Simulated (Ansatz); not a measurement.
## Electronic structure of Ti12HN12 (slab) in real space

```yaml
crystal:
  lattice:
    - [5.94736, 0.00000, 0.00000]
    - [0.00000, 5.94736, 0.00000]
    - [0.00000, 0.00000, 21.65336]
  atoms:
    - { symbol: Ti, position: [0.25000, 0.25000, 0.18473] }
    - { symbol: Ti, position: [0.25000, 0.75000, 0.18473] }
    - { symbol: Ti, position: [0.75000, 0.25000, 0.18473] }
    - { symbol: Ti, position: [0.75000, 0.75000, 0.18473] }
    - { symbol: N, position: [0.00000, 0.00000, 0.18473] }
    - { symbol: N, position: [0.00000, 0.50000, 0.18473] }
    - { symbol: N, position: [0.50000, 0.00000, 0.18473] }
    - { symbol: N, position: [0.50000, 0.50000, 0.18473] }
    - { symbol: Ti, position: [0.00000, 0.00000, 0.28018] }
    - { symbol: Ti, position: [0.00000, 0.50000, 0.28018] }
    - { symbol: Ti, position: [0.50000, 0.00000, 0.28018] }
    - { symbol: Ti, position: [0.50000, 0.50000, 0.28018] }
    - { symbol: N, position: [0.25000, 0.25000, 0.27868] }
    - { symbol: N, position: [0.25000, 0.75000, 0.27868] }
    - { symbol: N, position: [0.75000, 0.25000, 0.27868] }
    - { symbol: N, position: [0.75000, 0.75000, 0.27868] }
    - { symbol: Ti, position: [0.25000, 0.25000, 0.37159] }
    - { symbol: Ti, position: [0.25000, 0.75000, 0.37159] }
    - { symbol: Ti, position: [0.75000, 0.25000, 0.37159] }
    - { symbol: Ti, position: [0.75000, 0.75000, 0.37159] }
    - { symbol: N, position: [0.00000, 0.00000, 0.38116] }
    - { symbol: N, position: [0.00000, 0.50000, 0.38116] }
    - { symbol: N, position: [0.50000, 0.00000, 0.38116] }
    - { symbol: N, position: [0.50000, 0.50000, 0.38116] }
    - { symbol: H, position: [0.08333, 0.08333, 0.51047] }
```

A point of a scan over the structure, not its minimum; not relaxed (largest force 1.8 eV/Å); computed without spin polarisation; PAW files of the earlier set (soft_1).

The calculation used DFT PBE+D3(BJ), scalar-relativistic, plane waves, PAW (Ansatz 0.2.0).

The density is the valence pseudo-density of a PAW calculation; it isn't the true density close to the nuclei.

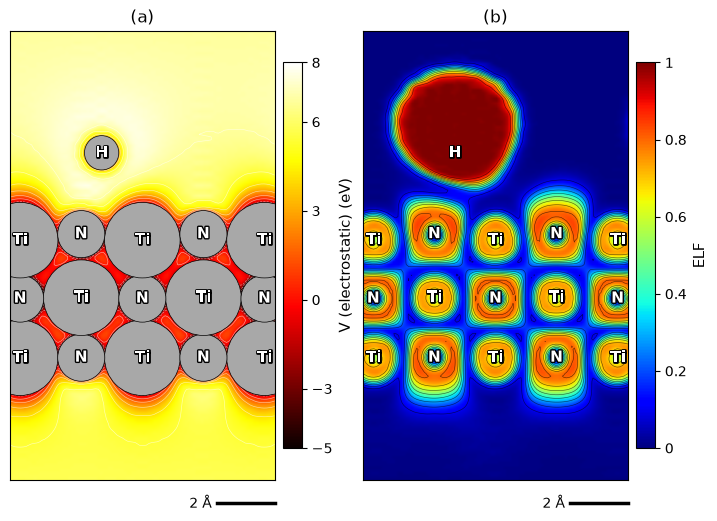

Figure 1. (a) electrostatic potential energy of an electron; (b) ELF on the (11̄0) plane of the calculation cell, a cut from vacuum to vacuum. Grey discs cover the atomic cores in the potential map.

Q: Interpret the plot.

A: The plane passes through Ti, N and H nuclei. Ti–N (2.01 Å): the ELF peaks at about 0.80 in the valence shell of N, 0.6 Å from its nucleus, and is about 0.20 at the midpoint (no localised pair shows between them). N–H (2.89 Å): the ELF climbs to about 1 towards the hydrogen, as it does in any bond to H. Ti–Ti (2.89 Å): the ELF is about 0.20 at the midpoint (no shared electron pair shows on this line). Ti–N (2.07 Å): the ELF peaks at about 0.80 in the valence shell of N, 0.6 Å from its nucleus, and is about 0.20 at the midpoint (no shared electron pair shows on this line). Ti–N (2.11 Å): the ELF peaks at about 0.80 in the valence shell of N, 0.7 Å from its nucleus, and is about 0.20 at the midpoint (no shared electron pair shows on this line). The features right at Ti lie inside the PAW spheres, where the map follows smoothed inner orbitals and isn't to be read closely.

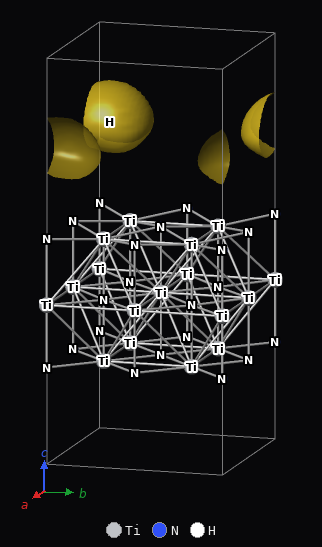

Figure 2. Isosurface of the electron localisation function at 0.9 (yellow), seen slightly off an axis. Only the valence region is drawn (cores and ρ < 0.01 e/Å³ removed). Sticks mark near contacts.

Q: Where are the electrons localised?

A: The surface consists of one region around a hydrogen nucleus, counted in one cell of 25 atoms. Counts are for one cell; the picture repeats the cell along the surface.

Q: Does the calculation make it a metal, or give it a gap?

A: It is metallic or semimetallic at this level of theory: no gap opens.
